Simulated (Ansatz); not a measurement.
# Geometry relaxation, with input and output: InAs

System: InAs (F-43m, 2 atoms in the cell).
Method: DFT PBEsol, scalar-relativistic, plane waves, PAW, no spin polarisation (Ansatz 0.2.0).

The structure was made by swapping elements on the sites of another compound; it need not be a known phase. It belongs to a series of runs on one base structure; here: Al -> In, P -> As on all its sites, cell and atoms relaxed. Figures and captions count atoms from 1; the log counts them from 0 in places.

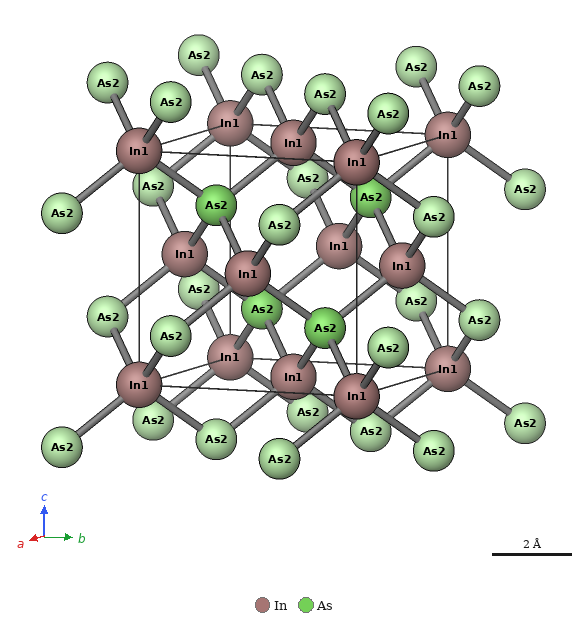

**Figure 1.** The starting structure (ball-and-stick view of the cell 4 times as large as that of the calculation, set on its symmetry axes, seen slightly off an axis; neighbours outside the cell are drawn fainter; atoms are numbered from 1 in the order of the input). Near neighbours in the crystal (not all of them lie inside the picture): In has 4 As at 2.59 Å; As has 4 In at 2.59 Å.

**Input**
```yaml
crystal:
  lattice:
    - [0.0, 2.9923982213, 2.9923982213]
    - [2.9923982213, 0.0, 2.9923982213]
    - [2.9923982213, 2.9923982213, 0.0]
  atoms:
    - { symbol: In, position: [0.0, 0.0, 0.0] }
    - { symbol: As, position: [0.75, 0.75, 0.75] }
basis:
  ecutwfc: 420
kpoints:
  mp_grid: { grid: [12, 12, 12] }
hamiltonian:
  xc: pbesol
scf:
  occupations: { method: gaussian, width: 0.1 }
output:
  forces: true
  stress: true
  eigenvalues: true
  write_density: true
  write_potential: true
  elf: true
  volumetric_format: npy
relax:
  adjacent_minimum: "off"
  f_tol: 0.01
  max_steps: 60
  cell: { stress_tol: 0.1 }
```

Run on 1 thread of AMD EPYC (Zen 5), 32 GiB of memory available, shared host.

Launch command:
```bash
ansatz run input.yaml --threads 1 --pin off --max-ram 2560MiB --backend cpu --events-out ev --progress --plain --runs-dir out
```

**The program's output**
```
Engine: ansatz 0.2.0, x86_64-unknown-linux-gnu
Pseudopotentials: kind: paw
Pseudopotential: In, paw, valence charge 13, recommended cutoff 420 eV (normal), In.paw.azcp
Pseudopotential: As, paw, valence charge 15, recommended cutoff 420 eV (normal), As.paw.azcp
Functional definition: PBEsol
  exchange = pbesol_x
  correlation = pbesol_c
Crystal: 2 atoms, lattice volume = 53.591 Å³
Basis set: ecut = 420 eV, 1067 PW (Γ), exchange–correlation on 60×60×60 points (8 copies of the dense FFT grid, shifted against one another)
Bands: 18, of which v1, the nominal top of the filled ones, is band 14 counted from 1 (13 counted from 0)
Symmetry: 24 space group operations
Space group: F-43m (ITA 216), of the structure as read, at distance tolerance 3.8e-5 Å
k-points: 72 of 1728 (time reversal used)
Non-local potential: In, projectors of the file, l = 0: 2, l = 1: 2, l = 2: 2, l = 3: 2
Non-local potential: As, projectors of the file, l = 0: 2, l = 1: 2, l = 2: 3, l = 3: 1
PAW form: soft (Blöchl's): semilocal exchange-correlation on the pseudo side does not see the compensation charge
PAW frozen core: In, regenerated for the run's functional, and the local potential with it (the file was generated under x = pbe(κ = 0.804, μ = 0.2195149727645171), c = pbe(β = 0.06672455060314922))
PAW frozen core: As, regenerated for the run's functional, and the local potential with it (the file was generated under x = pbe(κ = 0.804, μ = 0.2195149727645171), c = pbe(β = 0.06672455060314922))
PAW one-centre angular grid: In, 590 points (default); XC on 64 Gauss nodes
PAW one-centre angular grid: As, 590 points (default); XC on 64 Gauss nodes
Initial density: superposition of atomic densities (neutral atoms: chi_scale 0, normalization atom), corrected by the library's trained network
Initial wavefunctions: pseudopotential atomic-orbital guess
Functional: x = pbesol(κ = 0.804, μ = 0.12345679012345678), c = pbesol(β = 0.046)
SCF iter   1: F=—  HF=-10338.808969 eV  |F-HF|=—  |Δ(HF+E_count)|=         —  Δρ=4.44e-3  dr2=1.73e-2  ethr=1.77e-3  ⟨swp⟩=5.6  Hψ=6361  notcnv=0
preconditioner: auto → none  [insulator: Δε(μ)=0.842 eV  Ē_g=14.767 eV  σ=0.100 eV  W_gap=0.78  n_scr=14 (ndim 8)  ℏωp=21.5 eV  f_vac=0.096  D(μ)=0.03/eV (n_scr^D=0)  ε∞_Penn≈3.1]
SCF iter   2: F=—  HF=-10338.802194 eV  |F-HF|=—  |Δ(HF+E_count)|=   6.77e-3  Δρ=1.41e-3  dr2=8.53e-4  ethr=6.16e-5  ⟨swp⟩=2.1  Hψ=2495  notcnv=0
SCF iter   3: F=—  HF=-10338.802060 eV  |F-HF|=—  |Δ(HF+E_count)|=   1.34e-4  Δρ=4.77e-4  dr2=1.18e-4  ethr=3.05e-6  ⟨swp⟩=2.0  Hψ=2302  notcnv=0
SCF iter   4: F=—  HF=-10338.802085 eV  |F-HF|=—  |Δ(HF+E_count)|=   2.49e-5  Δρ=1.97e-4  dr2=1.25e-5  ethr=4.22e-7  ⟨swp⟩=2.0  Hψ=1544  notcnv=0
SCF iter   5: F=—  HF=-10338.802093 eV  |F-HF|=—  |Δ(HF+E_count)|=   7.78e-6  Δρ=1.23e-5  dr2=5.34e-8  ethr=4.46e-8  ⟨swp⟩=2.0  Hψ=1520  notcnv=0
SCF iter   6: F=-10338.802093 eV  HF=-10338.802093 eV  |F-HF|=4.81e-9  |Δ(HF+E_count)|=   5.76e-8  Δρ=3.44e-6  dr2=4.37e-9  ethr=1.91e-10  ⟨swp⟩=5.8  Hψ=7678  notcnv=0
SCF 1 converged in 6 iterations: F = -10338.802093 eV  dr2 = 4.37e-9
  greatest PAW one-centre occupation: 0.999 electrons in one spin orbital (limit 2), on the As atom at site 1 (counted from 0), in its partial waves of l = 2
relax step   1: F+E_penalty+E_count = -10338.80209272 eV  Δ(F+E_penalty+E_count) = +0.000e0 eV  max|allowed force component| = 1.203e-16 eV/Å  Δτ_max = 0.0000 Å  P = +3.192 GPa  Ω = 53.591 Å³  (6 SCF iters, dr2 threshold 1.00e-7 eV, accepted)
Crystal: 2 atoms, lattice volume = 57.217 Å³
Basis set: ecut = 420 eV, 1139 PW (Γ), exchange–correlation on 60×60×60 points (8 copies of the dense FFT grid, shifted against one another)
Initial density: handed on by an earlier stage of this run
Initial wavefunctions: those handed on with the density
iter 1 solved again at ethr=1.40e-5 eV; its pass at ethr=3.10e-3 eV (dr2=3.93e-3 eV) is discarded
SCF iter   1: F=—  HF=-10338.826180 eV  |F-HF|=—  |Δ(HF+E_count)|=         —  Δρ=2.14e-3  dr2=3.88e-3  ethr=1.40e-5  ⟨swp⟩=2.2  Hψ=8256  notcnv=0
preconditioner: auto → none  [insulator: Δε(μ)=0.666 eV  Ē_g=14.503 eV  σ=0.100 eV  W_gap=0.81  n_scr=14 (ndim 8)  ℏωp=20.8 eV  f_vac=0.110  D(μ)=0.03/eV (n_scr^D=0)  ε∞_Penn≈3.1]
SCF iter   2: F=—  HF=-10338.825720 eV  |F-HF|=—  |Δ(HF+E_count)|=   4.60e-4  Δρ=9.52e-4  dr2=4.78e-4  ethr=1.39e-5  ⟨swp⟩=2.0  Hψ=1565  notcnv=0
SCF iter   3: F=—  HF=-10338.825786 eV  |F-HF|=—  |Δ(HF+E_count)|=   6.62e-5  Δρ=3.42e-4  dr2=8.17e-5  ethr=1.71e-6  ⟨swp⟩=2.0  Hψ=2301  notcnv=0
SCF iter   4: F=—  HF=-10338.825798 eV  |F-HF|=—  |Δ(HF+E_count)|=   1.19e-5  Δρ=7.32e-5  dr2=2.15e-6  ethr=2.92e-7  ⟨swp⟩=2.0  Hψ=2302  notcnv=0
SCF iter   5: F=-10338.825800 eV  HF=-10338.825800 eV  |F-HF|=1.05e-7  |Δ(HF+E_count)|=   1.93e-6  Δρ=1.54e-5  dr2=8.97e-8  ethr=7.14e-10  ⟨swp⟩=11.0  Hψ=10819  notcnv=0
SCF 2 converged in 5 iterations: F = -10338.825800 eV  dr2 = 8.97e-8
  Residual-converged pass: ⟨swp⟩=1.0  Hψ=1584  notcnv=0  max |occ|·‖R‖ = 7.0e-9 eV (tolerance 1.0e-8 eV)  dr2=8.97e-8  dr2_onsite=2.28e-8  max |Δocc| = 4.5e-11
relax step   2: F+E_penalty+E_count = -10338.82580016 eV  Δ(F+E_penalty+E_count) = -2.371e-2 eV  max|allowed force component| = 2.024e-17 eV/Å  Δτ_max = 0.0000 Å  P = -0.789 GPa  Ω = 57.217 Å³  energy of the carried Pulay correction = -7.181e-4 eV  (5 SCF iters, dr2 threshold 2.00e-7 eV, accepted)
Crystal: 2 atoms, lattice volume = 56.460 Å³
iter 1 solved again at ethr=5.60e-7 eV; its pass at ethr=3.10e-3 eV (dr2=1.57e-4 eV) is discarded
SCF iter   1: F=—  HF=-10338.828032 eV  |F-HF|=—  |Δ(HF+E_count)|=         —  Δρ=4.28e-4  dr2=1.48e-4  ethr=5.60e-7  ⟨swp⟩=2.9  Hψ=7897  notcnv=0
preconditioner: auto → none  [insulator: Δε(μ)=0.710 eV  Ē_g=14.555 eV  σ=0.100 eV  W_gap=0.81  n_scr=14 (ndim 8)  ℏωp=21.0 eV  f_vac=0.091  D(μ)=0.03/eV (n_scr^D=0)  ε∞_Penn≈3.1]
SCF iter   2: F=—  HF=-10338.828008 eV  |F-HF|=—  |Δ(HF+E_count)|=   2.40e-5  Δρ=1.87e-4  dr2=1.77e-5  ethr=5.27e-7  ⟨swp⟩=2.0  Hψ=1560  notcnv=0
SCF iter   3: F=—  HF=-10338.828009 eV  |F-HF|=—  |Δ(HF+E_count)|=   7.64e-7  Δρ=6.53e-5  dr2=2.85e-6  ethr=6.31e-8  ⟨swp⟩=2.0  Hψ=2301  notcnv=0
SCF iter   4: F=-10338.828009 eV  HF=-10338.828009 eV  |F-HF|=4.78e-8  |Δ(HF+E_count)|=   1.03e-7  Δρ=1.47e-5  dr2=7.76e-8  ethr=7.14e-10  ⟨swp⟩=7.5  Hψ=9690  notcnv=0
SCF 3 converged in 4 iterations: F = -10338.828009 eV  dr2 = 7.76e-8
relax step   3: F+E_penalty+E_count = -10338.82800881 eV  Δ(F+E_penalty+E_count) = -2.209e-3 eV  max|allowed force component| = 2.255e-17 eV/Å  Δτ_max = 0.0000 Å  P = -0.074 GPa  Ω = 56.460 Å³  energy of the carried Pulay correction = -5.720e-4 eV  (4 SCF iters, dr2 threshold 2.00e-7 eV, accepted)
Initial wavefunctions: pseudopotential atomic-orbital guess (no wavefunctions were taken with the density)
iter 1 solved again at ethr=3.86e-7 eV; its pass at ethr=3.10e-3 eV (dr2=1.08e-4 eV) is discarded
SCF iter   1: F=—  HF=-10338.828580 eV  |F-HF|=—  |Δ(HF+E_count)|=         —  Δρ=7.30e-5  dr2=5.14e-7  ethr=3.86e-7  ⟨swp⟩=2.0  Hψ=9129  notcnv=0
preconditioner: auto → none  [insulator: Δε(μ)=0.709 eV  Ē_g=14.555 eV  σ=0.100 eV  W_gap=0.80  n_scr=14 (ndim 8)  ℏωp=21.0 eV  f_vac=0.092  D(μ)=0.03/eV (n_scr^D=0)  ε∞_Penn≈3.1]
SCF iter   2: F=—  HF=-10338.828583 eV  |F-HF|=—  |Δ(HF+E_count)|=   3.19e-6  Δρ=3.40e-5  dr2=1.28e-7  ethr=1.83e-9  ⟨swp⟩=2.1  Hψ=2213  notcnv=0
SCF iter   3: F=—  HF=-10338.828584 eV  |F-HF|=—  |Δ(HF+E_count)|=   9.99e-7  Δρ=9.97e-6  dr2=8.88e-9  ethr=4.57e-10  ⟨swp⟩=2.0  Hψ=1585  notcnv=0
SCF iter   4: F=—  HF=-10338.828584 eV  |F-HF|=—  |Δ(HF+E_count)|=   9.03e-8  Δρ=9.63e-7  dr2=2.86e-10  ethr=3.17e-11  ⟨swp⟩=2.0  Hψ=2305  notcnv=0
SCF iter   5: F=—  HF=-10338.828584 eV  |F-HF|=—  |Δ(HF+E_count)|=  4.37e-10  Δρ=4.19e-7  dr2=1.09e-10  ethr=1.00e-12  ⟨swp⟩=6.0  Hψ=6003  notcnv=0
SCF iter   6: F=-10338.828584 eV  HF=-10338.828584 eV  |F-HF|=9.09e-12  |Δ(HF+E_count)|=  3.27e-11  Δρ=7.14e-8  dr2=2.07e-12  ethr=1.00e-12  ⟨swp⟩=6.0  Hψ=5463  notcnv=0
SCF 4 converged in 6 iterations: F = -10338.828584 eV  dr2 = 2.07e-12
relax step   4: F+E_penalty+E_count = -10338.82858435 eV  Δ(F+E_penalty+E_count) = -5.755e-4 eV  max|allowed force component| = 3.860e-17 eV/Å  Δτ_max = 0.0000 Å  P = -0.076 GPa  Ω = 56.460 Å³  stress off target by 7.55e-2 GPa  SCF on the basis re-selected at this cell (its energy is not comparable with the rows above)  (6 SCF iters)
```

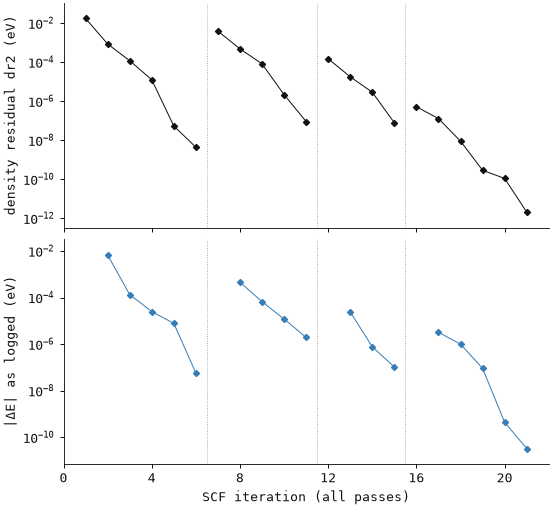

**Figure 2.** Convergence of the self-consistent field: density residual dr2 and size of the energy change against the SCF iteration. The dotted lines part the SCF passes of the relaxation: geometry steps, rejected trials and re-solves on a re-selected basis. The passes take 6, 5, 4 and 6 iterations.

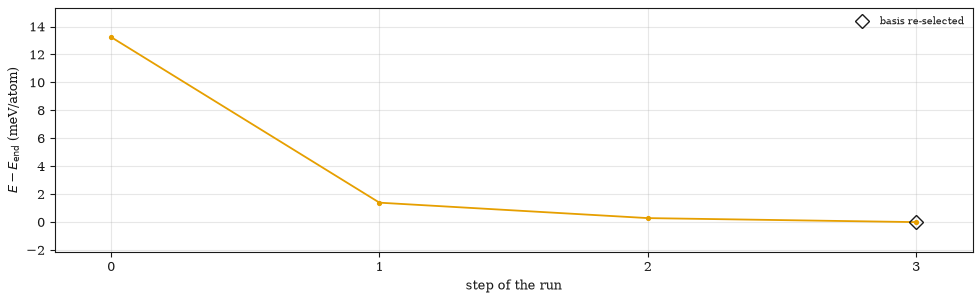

**Figure 3.** Progress of the relaxation, step by step (the first geometry is step 0 here and step 1 in the log).

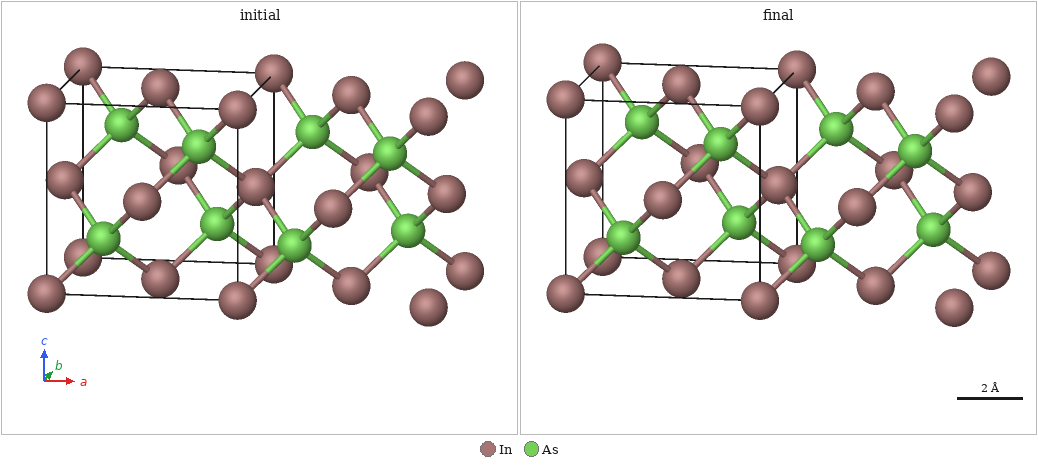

**Figure 4.** Before (left) and after (right) the relaxation, at one scale (ball-and-stick view of the cell 4 times as large as that of the calculation, set on its symmetry axes, repeated 2 × 1 × 1, seen slightly off an axis). The energy falls by 13.0 meV per atom in 2 geometry steps. All forces vanish by symmetry, so only the cell relaxes. Pressure: 3.19 GPa at the start and −0.08 GPa at the end. No atom moves by more than 0.005 Å relative to the cell. Cell: a = b = c 5.985 → 6.090 Å (+1.8 %). Volume +5.4 %. Distances before and after: In1–As2 2.591 → 2.637 Å. The space group stays F-43m (No. 216). A last SCF at the same geometry on a re-selected plane-wave basis shifts the energy by −0.3 meV per atom. (Atoms are counted from 1 in the order of the input.)

```
basis re-selected at this cell: Δ(F+E_penalty+E_count) = -5.755e-4 eV, ΔP = -0.001 GPa vs the last step (what re-selecting the basis moved, of the pressure what is left beyond the Pulay correction that the steps carried, after the strain that the cell walked since its last selection, with what the two solves' SCF thresholds leave and, on support functions, any second-order correction that the steps lacked; it is no measure of the basis error at this ecutwfc). This SCF's stress stands 7.55e-2 GPa from its target on what of the cell is left free (relax.cell.stress_tol is 1.00e-1 GPa) and its largest allowed force component is 3.86e-17 eV/Å (relax.f_tol is 1.00e-2 eV/Å): within both
SCF converged after 6 iterations
Free energy (F): -10338.828584 eV
Harris-Foulkes:  -10338.828584 eV  (|F-HF|=9.09e-12)
Internal energy: -10338.828431 eV  (E = F + TS)
E sigma→0 (E₀):  -10338.828508 eV
Entropy (-TS):   -0.000153 eV (-0.077 meV/atom)
Fermi energy:    7.489235 eV
--- Per-component energies (eV) ---
  E_band       = -322.434719
  E_kinetic    = 346.650269
  E_local      = -3306.030652  (includes V_loc(G=0)·N_el)
  E_nonlocal   = -299.782446
  E_hartree    = 1594.083229
  E_xc         = -291.810370
  E_vxc        = -178.718011  (∫ρ·V_xc dr)
  E_paw        = -5877.653394  (= ΣΔE_a)
  E_vpaw       = -72.720343  (= ΣTr[D̂ρ^β])
  E_aug_tail   = 0.000034  (compensation charges beyond the density's cutoff)
  E_ewald      = -2505.487433
  E_core_change = 1.202331  (= ΣΔE_core)
  E_smearing   = -0.000153  (= −TS)
  E_closure    = -0.000000  (closes the sum)
  Σ components = -10338.828584   (vs F -10338.828584, Δ=0.00e0)
--- Forces (eV/Å), atoms counted from 1 ---
  atom   1  In    -0.00000000     0.00000000     0.00000000
  atom   2  As     0.00000000    -0.00000000    -0.00000000
  max |Σ_I F_I| component: 7.08e-17 eV/Å
--- Stress (GPa, compression-positive) ---
       -0.075522       0.000000      -0.000000
        0.000000      -0.075522       0.000000
       -0.000000       0.000000      -0.075522
  P = ⅓ Tr σ = -0.0755 GPa (-0.755 kbar)
--- Band table (eV; the first three rows and the last of 72) ---
  k-point 0: bands = ["-27.5629", "-27.5629", "-27.5629", "-27.5555", "-27.5555", "-6.8659", "-6.8659", "-6.8659", "-6.7461", "-6.7461", "-4.3289", "7.0341", "7.4285", "7.4285", "7.4285", "11.2873", "11.2873", "11.2873"]
  k-point 1: bands = ["-27.5629", "-27.5629", "-27.5629", "-27.5555", "-27.5555", "-6.8748", "-6.8634", "-6.8634", "-6.7462", "-6.7462", "-4.2585", "6.0832", "7.3395", "7.3395", "8.1373", "11.3011", "11.4196", "11.4196"]
  k-point 2: bands = ["-27.5629", "-27.5629", "-27.5629", "-27.5555", "-27.5555", "-6.8981", "-6.8567", "-6.8567", "-6.7461", "-6.7461", "-4.0552", "4.8890", "7.1230", "7.1230", "8.5516", "11.6390", "11.7225", "11.7225"]
  k-point 71: bands = ["-27.5629", "-27.5629", "-27.5625", "-27.5555", "-27.5552", "-7.0184", "-6.8187", "-6.7956", "-6.7610", "-6.7385", "-2.3436", "1.7850", "4.5347", "4.6184", "11.5213", "11.6356", "12.3009", "13.4050"]
--- Relaxed structure (3 steps of the walk, 3 accepted, 1 SCFs on fresh bases) ---
  F+E_penalty+E_count = -10338.82858435 eV   max|allowed force component| = 3.860e-17 eV/Å   (the final SCF, on the basis selected at the relaxed cell)
  cell:  # Å, volume = 56.4597 Å³
    - [-1.8789184371302486e-33, 3.0448760362493235, 3.0448760362493235]
    - [3.0448760362493235, 5.531663263212275e-33, 3.0448760362493235]
    - [3.0448760362493235, 3.0448760362493235, 3.3916070093961266e-33]
  atoms:
    - { symbol: In, position: [7.213767418950799e-34, -8.66188429859148e-34, -8.500982423075847e-34] }
    - { symbol: As, position: [0.7499999999999999, 0.7499999999999999, 0.7499999999999999] }
```

**Trajectory as extended XYZ (Å, eV, eV/Å), 4 frames, from step=1 to step=4**
```
2
Lattice="0.0000 2.9924 2.9924 2.9924 0.0000 2.9924 2.9924 2.9924 0.0000" Properties=species:S:1:pos:R:3:forces:R:3 step=1 energy=-10338.80209 pressure_GPa=3.19
In    0.0000    0.0000    0.0000    0.0000   0.0000   0.0000
As    4.4886    4.4886    4.4886    0.0000   0.0000   0.0000
2
Lattice="0.0000 3.0584 3.0584 3.0584 0.0000 3.0584 3.0584 3.0584 0.0000" Properties=species:S:1:pos:R:3:forces:R:3 step=2 energy=-10338.82580 pressure_GPa=-0.79
In    0.0000    0.0000    0.0000    0.0000   0.0000   0.0000
As    4.5876    4.5876    4.5876    0.0000   0.0000   0.0000
2
Lattice="0.0000 3.0449 3.0449 3.0449 0.0000 3.0449 3.0449 3.0449 0.0000" Properties=species:S:1:pos:R:3:forces:R:3 step=3 energy=-10338.82801 pressure_GPa=-0.07
In    0.0000    0.0000    0.0000    0.0000   0.0000   0.0000
As    4.5673    4.5673    4.5673    0.0000   0.0000   0.0000
2
Lattice="0.0000 3.0449 3.0449 3.0449 0.0000 3.0449 3.0449 3.0449 0.0000" Properties=species:S:1:pos:R:3:forces:R:3 step=4 energy=-10338.82858 pressure_GPa=-0.08
In    0.0000    0.0000    0.0000    0.0000   0.0000   0.0000
As    4.5673    4.5673    4.5673    0.0000   0.0000   0.0000
```

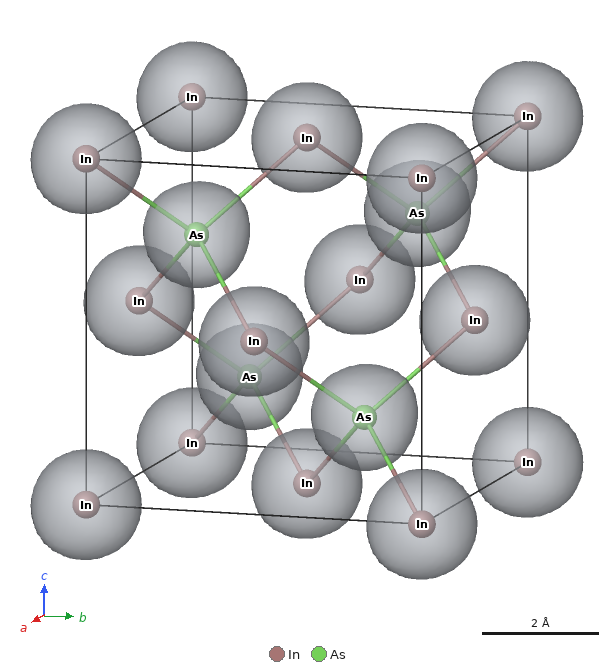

**Figure 5.** Isosurface of the valence pseudo-density at 0.6 e/Å³ (grey), seen slightly off an axis. Sticks mark near contacts. The outline is the cell set on symmetry axes. At this value the density breaks into separate islands; it holds about 75 % of the electrons treated as valence (semicore included). It is pinched off along the In–As (2.64 Å) contacts. On the grid the lowest density along these lines, outside the cores, is 0.4 e/Å³ (In–As, 2.64 Å). The fields are those of the smooth PAW valence density.

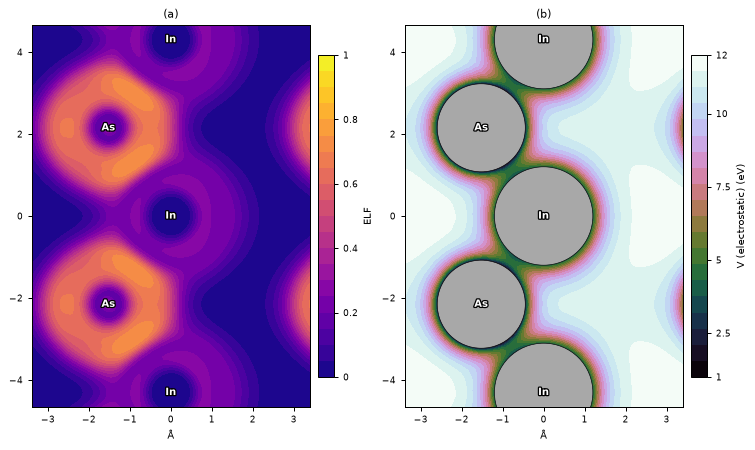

**Figure 6.** (a) electron localisation function; (b) electrostatic potential energy of an electron on the (011) plane of the conventional cell. Grey discs, where drawn, cover atomic cores. Atoms in the plane: In and As. Outside the cores the potential energy rises away from the atoms and is highest about 2.6 Å from the nearest atoms; outside the discs it spans about 10 eV, and its zero is arbitrary.

**Key numbers**

- outcome: converged
- space group (tolerance 0.01 Å): F-43m (216)
- electrons treated: 28
- free energy: −10338.8286 eV
- Fermi energy: 7.489 eV
- gap on the k-point mesh: none (metallic)
- pressure: −0.08 GPa
- final volume: 56.46 Å³
- largest force (length of the vector) at the end: under 0.001 eV/Å
- final cell: a = 4.306 Å, b = 4.306 Å, c = 4.306 Å, α = 60.00°, β = 60.00°, γ = 60.00°
- wall time: 8.9 s
- peak memory: 0.47 GiB
